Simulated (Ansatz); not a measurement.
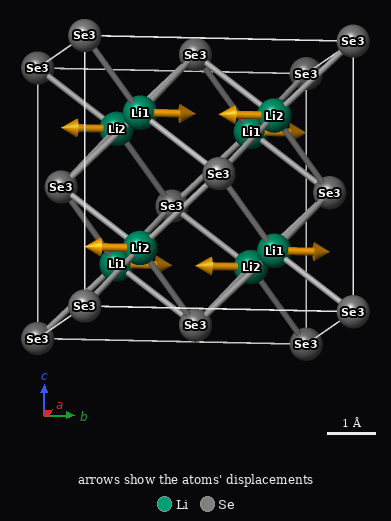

Phonons of crystalline Li₂Se relaxed at 4 GPa, space group Fm-3m (No. 225), at the zone centre. The optical levels lie at 336 (×3), 395 (×3) cm⁻¹. One mode is drawn. Displacements are drawn as orange arrows; their common scale and sign are arbitrary. Style: ball-and-stick. Shown: the conventional cell (4 times the calculation's cell), from a free direction. Lengths and directions refer to the drawn axes.

All numbers below come from Ansatz, DFT PBEsol, scalar-relativistic, plane waves, PAW. Set-up: plane-wave cutoff 420 eV; k-point mesh 8 × 8 × 8; occupations fixed; target pressure 4 GPa; no spin polarisation.

Frequencies are those without the non-analytic (LO–TO) term.

Which of these frequencies is the drawn mode's?

Answer. The level at 395 cm⁻¹. This is the T₂g mode (triply degenerate; one member of the set is drawn), the highest optical level, Raman-active by symmetry. The Se atoms stay at rest; all motion is along b; atoms of one kind move against one another, with no net shift of their sublattice.
